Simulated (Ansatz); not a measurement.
## Geometry relaxation, with input and output: Si47C (charge +1) (part 4 of 4)

Si47C (defect cell, 48 atoms in the cell, total charge +1); DFT PBE, scalar-relativistic, plane waves, PAW, spin-polarised (Ansatz 0.2.0); cutoff 420 eV, 2×2×2 k-mesh, Gaussian smearing of 0.02 eV, collinear spins. The structure derives from a Materials Project entry. It belongs to a series of runs on one base structure; here: C on a Si site (f), charge +1, atoms relaxed at the host's cell.

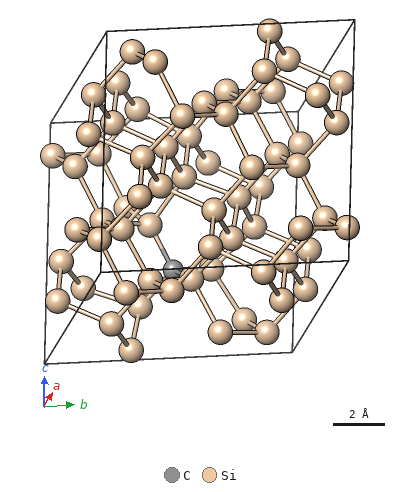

*The geometry at step 3 of the log (ball-and-stick view of the cell of the calculation, seen at an oblique angle).*

## Trajectory as extended XYZ (Å, eV, eV/Å), 4 frames, from step=1 to step=4
```
48
Lattice="7.7026 0.0000 -6.3650 -3.8513 -6.6706 -6.3650 -3.8513 6.6706 -6.3650" Properties=species:S:1:pos:R:3:forces:R:3 step=1 energy=-30137.72345
C    -1.9256   -1.1118   -5.9652    0.0000   0.0000   0.1044
Si   -3.9002    2.2955  -12.2979    0.0299   0.0115   0.0793
Si    3.8832    2.1441  -12.3527    0.0134   0.0181   0.0678
Si    2.0124   -1.1053  -12.2979   -0.0049  -0.0316   0.0793
Si    1.8409   -1.0997   -5.9877    0.0089  -0.0206   0.0678
Si   -0.0189    2.2383  -12.3257   -0.0080   0.0085   0.0746
Si   -0.0378    2.1452   -5.9329   -0.0249   0.0201   0.0793
Si    3.9041   -4.3797  -12.3527   -0.0223   0.0026   0.0678
Si   -5.7802   -1.1355  -12.3257   -0.0034  -0.0112   0.0746
Si    0.0222   -4.4380  -12.3257    0.0114   0.0027   0.0746
Si    1.9256    5.5588  -12.3345    0.0000   0.0000   0.0475
Si   -1.9256   -1.1118  -12.3645    0.0000   0.0000   0.0544
Si   -3.8852    4.4630   -9.2323   -0.0223   0.0104   0.0984
Si   -1.9193    1.0535   -9.0665   -0.0032  -0.0290   0.1142
Si    5.7801    1.0744   -9.2323    0.0021  -0.0245   0.0984
Si    3.8821   -2.2021   -9.2323    0.0201   0.0141   0.0984
Si   -0.0046    4.4349   -9.1516    0.0008   0.0042   0.1122
Si    1.9320    1.1228   -9.1380   -0.0083  -0.0046   0.1134
Si   -1.9193   -5.5699   -9.1380    0.0001   0.0095   0.1134
Si    1.9129    1.1118  -15.5030    0.0082  -0.0048   0.1134
Si   -3.8040   -2.1889   -9.0665    0.0267   0.0117   0.1142
Si   -1.9339    1.1218  -15.5166    0.0032  -0.0028   0.1122
Si    0.0128   -2.2214  -15.5166   -0.0040  -0.0014   0.1122
Si   -0.0536   -2.1999   -9.0665   -0.0235   0.0172   0.1142
Si   -1.9256   -1.1118   -3.9157    0.0000   0.0000  -0.1258
Si   -3.8373    2.1994   -9.9070    0.0135  -0.0002  -0.1192
Si    3.8513    2.2296   -9.9672    0.0126   0.0021  -0.1234
Si    1.8978   -1.1118   -9.9070   -0.0069  -0.0116  -0.1192
Si    1.9309   -1.1148   -3.6022   -0.0045  -0.0119  -0.1234
Si   -0.0173    2.2067   -9.9262   -0.0221  -0.0006  -0.1173
Si    0.0139    2.2477   -3.5420   -0.0066   0.0118  -0.1192
Si    3.8460   -4.4501   -9.9672   -0.0081   0.0098  -0.1234
Si   -5.7537   -1.1184   -9.9262    0.0116  -0.0188  -0.1173
Si   -0.0059   -4.4237   -9.9262    0.0105   0.0194  -0.1173
Si    1.9256    5.5588   -9.9442    0.0000   0.0000  -0.1135
Si   -1.9256   -1.1118   -9.9917    0.0000   0.0000  -0.1091
Si   -3.8546    4.4098   -6.8149   -0.0278   0.0078  -0.0608
Si   -1.9215    0.7908   -6.6417    0.0061  -0.0261  -0.0629
Si    5.8109    1.1276   -6.8149    0.0072  -0.0280  -0.0608
Si    3.8206   -2.2021   -6.8149    0.0207   0.0202  -0.0608
Si   -0.0225    4.3895   -6.7711    0.0287   0.0000  -0.0514
Si    1.9325    1.1317   -6.7526    0.0069  -0.0021  -0.0776
Si   -1.9118   -5.5748   -6.7526   -0.0053  -0.0050  -0.0776
Si    1.9049    1.1078  -13.1177   -0.0017   0.0070  -0.0776
Si   -3.5754   -2.0595   -6.6417    0.0196   0.0183  -0.0629
Si   -1.9642    1.1600  -13.1362   -0.0143  -0.0249  -0.0514
Si    0.0611   -2.2142  -13.1362   -0.0144   0.0248  -0.0514
Si   -0.2800   -2.0666   -6.6417   -0.0257   0.0078  -0.0629
48
Lattice="7.7026 0.0000 -6.3650 -3.8513 -6.6706 -6.3650 -3.8513 6.6706 -6.3650" Properties=species:S:1:pos:R:3:forces:R:3 step=2 energy=-30137.73317
C    -1.9256   -1.1118   -5.9608    0.0000   0.0000   0.0546
Si   -3.8986    2.2965  -12.2960    0.0047  -0.0013   0.0184
Si    3.8843    2.1452  -12.3532   -0.0011   0.0025   0.0182
Si    2.0125   -1.1073  -12.2960   -0.0035  -0.0034   0.0184
Si    1.8413   -1.1012   -5.9881    0.0027  -0.0003   0.0182
Si   -0.0200    2.2395  -12.3249   -0.0006  -0.0012   0.0177
Si   -0.0396    2.1460   -5.9310   -0.0012   0.0047   0.0184
Si    3.9027   -4.3793  -12.3532   -0.0016  -0.0022   0.0182
Si   -5.7807   -1.1371  -12.3249    0.0014   0.0001   0.0177
Si    0.0238   -4.4377  -12.3249   -0.0007   0.0012   0.0177
Si    1.9256    5.5588  -12.3339    0.0000   0.0000   0.0137
Si   -1.9256   -1.1118  -12.3627    0.0000   0.0000   0.0124
Si   -3.8862    4.4630   -9.2286   -0.0039   0.0020   0.0150
Si   -1.9203    1.0502   -9.0593    0.0015  -0.0065   0.0119
Si    5.7806    1.0735   -9.2286    0.0002  -0.0044   0.0150
Si    3.8826   -2.2012   -9.2286    0.0037   0.0023   0.0150
Si   -0.0053    4.4356   -9.1467    0.0004  -0.0010   0.0183
Si    1.9295    1.1230   -9.1348    0.0011   0.0004   0.0176
Si   -1.9179   -5.5678   -9.1348   -0.0002  -0.0011   0.0176
Si    1.9140    1.1095  -15.4998   -0.0009   0.0007   0.0176
Si   -3.8006   -2.1881   -9.0593    0.0048   0.0046   0.0119
Si   -1.9329    1.1221  -15.5117   -0.0011   0.0001   0.0183
Si    0.0126   -2.2224  -15.5117    0.0006   0.0009   0.0183
Si   -0.0560   -2.1974   -9.0593   -0.0064   0.0019   0.0119
Si   -1.9256   -1.1118   -3.9172    0.0000   0.0000  -0.0606
Si   -3.8355    2.1984   -9.9118   -0.0030   0.0009  -0.0155
Si    3.8513    2.2289   -9.9733    0.0002   0.0004  -0.0190
Si    1.8960   -1.1129   -9.9118    0.0023   0.0022  -0.0155
Si    1.9303   -1.1145   -3.6083    0.0002  -0.0004  -0.0190
Si   -0.0217    2.2068   -9.9312    0.0029   0.0014  -0.0171
Si    0.0139    2.2498   -3.5468    0.0008  -0.0031  -0.0155
Si    3.8466   -4.4497   -9.9733   -0.0005   0.0000  -0.0190
Si   -5.7516   -1.1222   -9.9312   -0.0027   0.0019  -0.0171
Si   -0.0036   -4.4199   -9.9312   -0.0003  -0.0032  -0.0171
Si    1.9256    5.5588   -9.9492    0.0000   0.0000  -0.0205
Si   -1.9256   -1.1118   -9.9957    0.0000   0.0000  -0.0177
Si   -3.8569    4.4107   -6.8172   -0.0007  -0.0012  -0.0151
Si   -1.9211    0.7883   -6.6417   -0.0001   0.0008  -0.0107
Si    5.8113    1.1251   -6.8172    0.0014   0.0000  -0.0151
Si    3.8226   -2.2005   -6.8172   -0.0006   0.0012  -0.0151
Si   -0.0205    4.3897   -6.7710    0.0011  -0.0014  -0.0175
Si    1.9323    1.1320   -6.7544    0.0023  -0.0010  -0.0162
Si   -1.9115   -5.5748   -6.7544   -0.0020  -0.0015  -0.0162
Si    1.9048    1.1075  -13.1194   -0.0003   0.0025  -0.0162
Si   -3.5734   -2.0579   -6.6417   -0.0007  -0.0005  -0.0107
Si   -1.9651    1.1582  -13.1360   -0.0018  -0.0003  -0.0175
Si    0.0599   -2.2126  -13.1360    0.0006   0.0017  -0.0175
Si   -0.2824   -2.0657   -6.6417    0.0008  -0.0004  -0.0107
48
Lattice="7.7026 0.0000 -6.3650 -3.8513 -6.6706 -6.3650 -3.8513 6.6706 -6.3650" Properties=species:S:1:pos:R:3:forces:R:3 step=3 energy=-30137.73361
C    -1.9256   -1.1118   -5.9602    0.0000   0.0000   0.0326
Si   -3.8984    2.2962  -12.2944   -0.0008  -0.0002  -0.0015
Si    3.8841    2.1455  -12.3521   -0.0011  -0.0008  -0.0024
Si    2.0121   -1.1073  -12.2944    0.0002   0.0008  -0.0015
Si    1.8417   -1.1012   -5.9871   -0.0001   0.0014  -0.0024
Si   -0.0205    2.2395  -12.3240    0.0013  -0.0009  -0.0014
Si   -0.0394    2.1464   -5.9294    0.0006  -0.0005  -0.0015
Si    3.9024   -4.3797  -12.3521    0.0012  -0.0006  -0.0024
Si   -5.7805   -1.1375  -12.3240    0.0002   0.0016  -0.0014
Si    0.0241   -4.4373  -12.3240   -0.0015  -0.0007  -0.0014
Si    1.9256    5.5588  -12.3345    0.0000   0.0000  -0.0002
Si   -1.9256   -1.1118  -12.3632    0.0000   0.0000  -0.0010
Si   -3.8872    4.4635   -9.2285    0.0020  -0.0013  -0.0019
Si   -1.9200    1.0495   -9.0588    0.0000   0.0007  -0.0004
Si    5.7807    1.0725   -9.2285    0.0001   0.0024  -0.0019
Si    3.8834   -2.2007   -9.2285   -0.0022  -0.0011  -0.0019
Si   -0.0050    4.4355   -9.1462   -0.0014  -0.0010  -0.0012
Si    1.9301    1.1233   -9.1334   -0.0006  -0.0004  -0.0017
Si   -1.9179   -5.5685   -9.1334    0.0000   0.0007  -0.0017
Si    1.9134    1.1099  -15.4984    0.0006  -0.0003  -0.0017
Si   -3.8002   -2.1875   -9.0588   -0.0006  -0.0004  -0.0004
Si   -1.9332    1.1219  -15.5112   -0.0002   0.0017  -0.0012
Si    0.0125   -2.2220  -15.5112    0.0016  -0.0007  -0.0012
Si   -0.0568   -2.1973   -9.0588    0.0006  -0.0003  -0.0004
Si   -1.9256   -1.1118   -3.9207    0.0000   0.0000  -0.0235
Si   -3.8359    2.1983   -9.9117    0.0014   0.0003   0.0013
Si    3.8516    2.2291   -9.9740    0.0014   0.0010   0.0015
Si    1.8961   -1.1125   -9.9117   -0.0004  -0.0013   0.0013
Si    1.9303   -1.1148   -3.6090    0.0002  -0.0017   0.0015
Si   -0.0211    2.2067   -9.9317   -0.0012   0.0006   0.0015
Si    0.0141    2.2495   -3.5467   -0.0009   0.0010   0.0013
Si    3.8463   -4.4496   -9.9740   -0.0016   0.0007   0.0015
Si   -5.7518   -1.1216   -9.9317    0.0001  -0.0013   0.0015
Si   -0.0040   -4.4204   -9.9317    0.0011   0.0007   0.0015
Si    1.9256    5.5588   -9.9512    0.0000   0.0000   0.0022
Si   -1.9256   -1.1118   -9.9975    0.0000   0.0000   0.0026
Si   -3.8568    4.4106   -6.8185   -0.0011   0.0009   0.0020
Si   -1.9211    0.7885   -6.6418    0.0003   0.0031  -0.0019
Si    5.8112    1.1252   -6.8185   -0.0002  -0.0014   0.0020
Si    3.8225   -2.2005   -6.8185    0.0013   0.0006   0.0020
Si   -0.0204    4.3894   -6.7720    0.0007   0.0002   0.0021
Si    1.9327    1.1321   -6.7543   -0.0003   0.0002   0.0000
Si   -1.9115   -5.5751   -6.7543    0.0003   0.0002   0.0000
Si    1.9045    1.1077  -13.1193    0.0000  -0.0004   0.0000
Si   -3.5736   -2.0579   -6.6418   -0.0028  -0.0013  -0.0019
Si   -1.9653    1.1583  -13.1370   -0.0001  -0.0007   0.0021
Si    0.0601   -2.2124  -13.1370   -0.0005   0.0005   0.0021
Si   -0.2823   -2.0659   -6.6418    0.0025  -0.0018  -0.0019
48
Lattice="7.7026 0.0000 -6.3650 -3.8513 -6.6706 -6.3650 -3.8513 6.6706 -6.3650" Properties=species:S:1:pos:R:3:forces:R:3 step=4 energy=-30137.73366
C    -1.9256   -1.1118   -5.9579    0.0000   0.0000   0.0031
Si   -3.8984    2.2961  -12.2945    0.0003   0.0001  -0.0009
Si    3.8839    2.1456  -12.3525    0.0003   0.0004  -0.0009
Si    2.0120   -1.1072  -12.2945   -0.0001  -0.0003  -0.0009
Si    1.8418   -1.1010   -5.9875    0.0002  -0.0004  -0.0009
Si   -0.0203    2.2394  -12.3241   -0.0005   0.0003  -0.0010
Si   -0.0393    2.1465   -5.9294   -0.0002   0.0003  -0.0009
Si    3.9025   -4.3799  -12.3525   -0.0005   0.0000  -0.0009
Si   -5.7805   -1.1372  -12.3241    0.0000  -0.0006  -0.0010
Si    0.0239   -4.4375  -12.3241    0.0006   0.0003  -0.0010
Si    1.9256    5.5588  -12.3341    0.0000   0.0000  -0.0011
Si   -1.9256   -1.1118  -12.3627    0.0000   0.0000  -0.0013
Si   -3.8871    4.4634   -9.2289   -0.0004   0.0004  -0.0002
Si   -1.9199    1.0495   -9.0585    0.0001  -0.0011  -0.0010
Si    5.7807    1.0726   -9.2289   -0.0001  -0.0005  -0.0002
Si    3.8833   -2.2007   -9.2289    0.0005   0.0002  -0.0002
Si   -0.0051    4.4354   -9.1460    0.0004   0.0003  -0.0010
Si    1.9300    1.1233   -9.1338    0.0002   0.0001  -0.0009
Si   -1.9179   -5.5684   -9.1338    0.0000  -0.0002  -0.0009
Si    1.9135    1.1098  -15.4989   -0.0002   0.0001  -0.0009
Si   -3.8002   -2.1875   -9.0585    0.0009   0.0006  -0.0010
Si   -1.9332    1.1221  -15.5111    0.0000  -0.0005  -0.0010
Si    0.0127   -2.2221  -15.5111   -0.0004   0.0002  -0.0010
Si   -0.0568   -2.1974   -9.0585   -0.0010   0.0005  -0.0010
Si   -1.9256   -1.1118   -3.9215    0.0000   0.0000  -0.0045
Si   -3.8356    2.1983   -9.9118   -0.0003  -0.0002   0.0017
Si    3.8517    2.2292   -9.9743   -0.0003   0.0000   0.0012
Si    1.8959   -1.1127   -9.9118    0.0000   0.0004   0.0017
Si    1.9304   -1.1150   -3.6092    0.0001   0.0002   0.0012
Si   -0.0213    2.2067   -9.9317    0.0005  -0.0001   0.0012
Si    0.0141    2.2497   -3.5467    0.0003  -0.0002   0.0017
Si    3.8462   -4.4496   -9.9743    0.0001  -0.0002   0.0012
Si   -5.7517   -1.1218   -9.9317   -0.0002   0.0005   0.0012
Si   -0.0039   -4.4202   -9.9317   -0.0003  -0.0004   0.0012
Si    1.9256    5.5588   -9.9507    0.0000   0.0000   0.0010
Si   -1.9256   -1.1118   -9.9970    0.0000   0.0000   0.0008
Si   -3.8569    4.4108   -6.8186    0.0002   0.0000   0.0004
Si   -1.9210    0.7884   -6.6414   -0.0001   0.0032   0.0002
Si    5.8111    1.1250   -6.8186   -0.0001   0.0002   0.0004
Si    3.8227   -2.2005   -6.8186   -0.0001  -0.0002   0.0004
Si   -0.0204    4.3895   -6.7718   -0.0005  -0.0001   0.0008
Si    1.9326    1.1322   -6.7548   -0.0002   0.0000   0.0011
Si   -1.9114   -5.5750   -6.7548    0.0001   0.0002   0.0011
Si    1.9045    1.1076  -13.1198    0.0001  -0.0002   0.0011
Si   -3.5735   -2.0579   -6.6414   -0.0027  -0.0016   0.0002
Si   -1.9653    1.1582  -13.1368    0.0002   0.0005   0.0008
Si    0.0600   -2.2124  -13.1368    0.0003  -0.0004   0.0008
Si   -0.2823   -2.0658   -6.6414    0.0028  -0.0015   0.0002
```

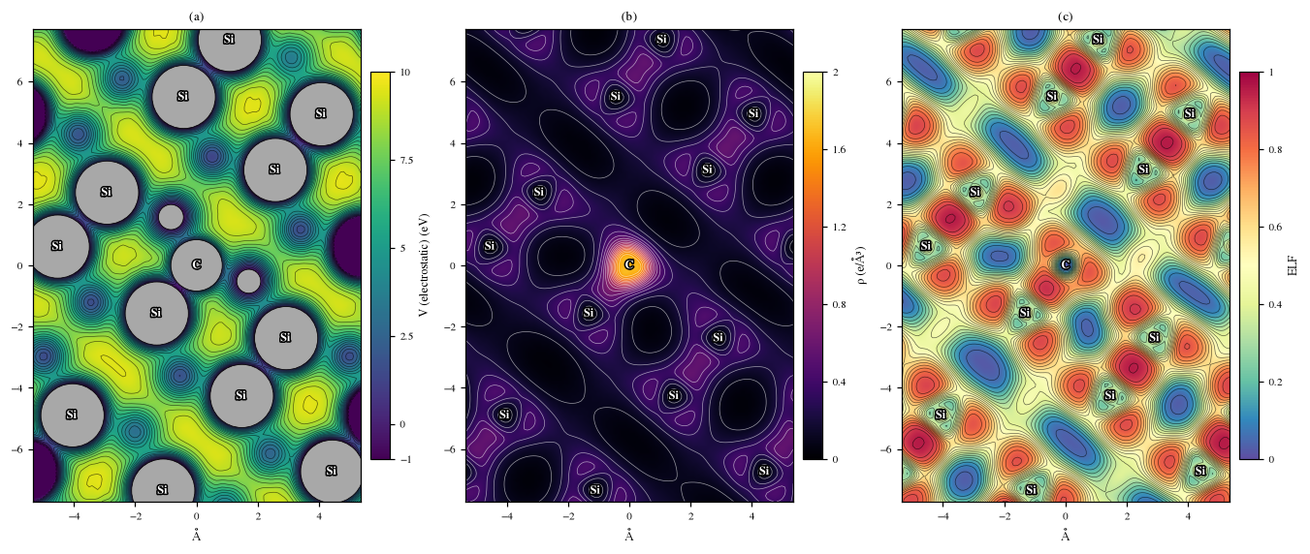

*(a) electrostatic potential (local pseudopotential plus Hartree) felt by an electron; (b) valence charge density (pseudo); (c) ELF on the (11̄0) plane of the calculation cell. Grey discs, where drawn, cover atomic cores.*

The section cuts through C and Si sites. Si–C (2.04 Å): ρ at the midpoint is about 0.69 e/Å³; the ELF peaks at about 0.90 between the atoms, which marks localised, shared-pair bonding. Si–Si (2.39 Å): ρ is about 0.54 e/Å³ halfway, a local maximum along the line; the ELF peaks at about 0.95 between the atoms, which marks a shared electron pair. Away from the nuclei the density in this plane falls to 0.03 e/Å³ at its lowest. Outside the cores the potential energy rises away from the atoms and is highest about 2.2 Å from the nearest atoms; outside the discs it spans about 10 eV, and its zero is arbitrary. In a PAW calculation such maps are meaningful between the atoms, not at the nuclei.

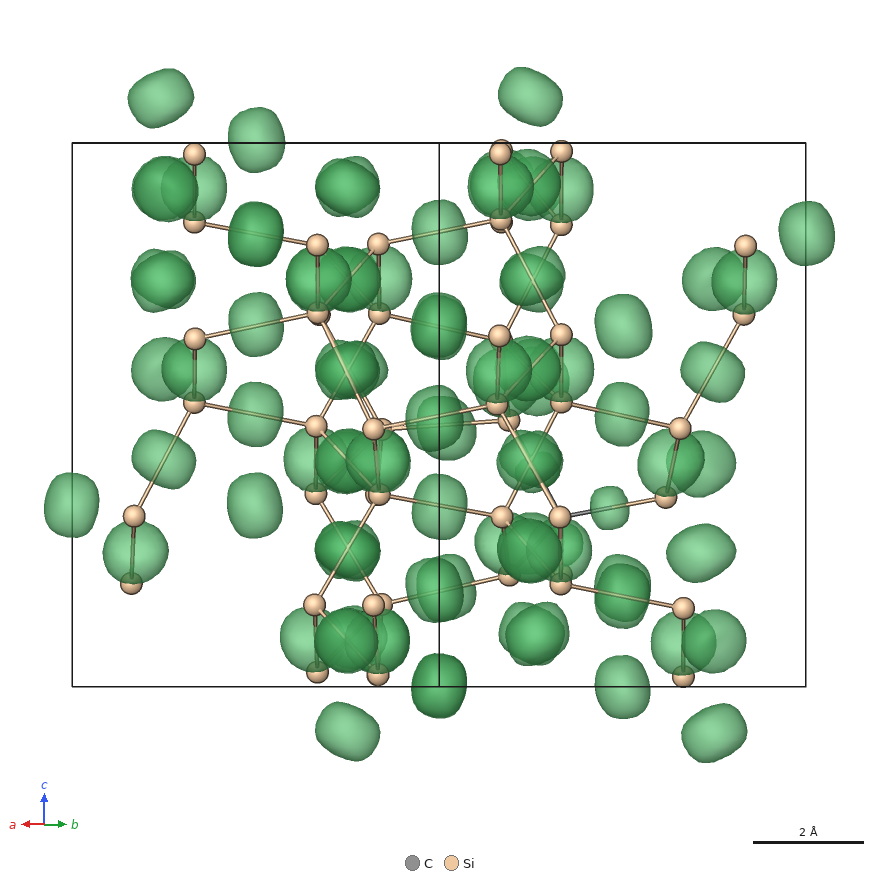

*Isosurface of the electron localisation function at 0.85 (green), seen along [110]. Core shells and regions of very low density are left out. Sticks mark near contacts. The outline is the calculation cell.*

Profiles from the grid: Si–C (2.02 Å): the ELF peaks at about 0.90 between the atoms (a shared electron pair).
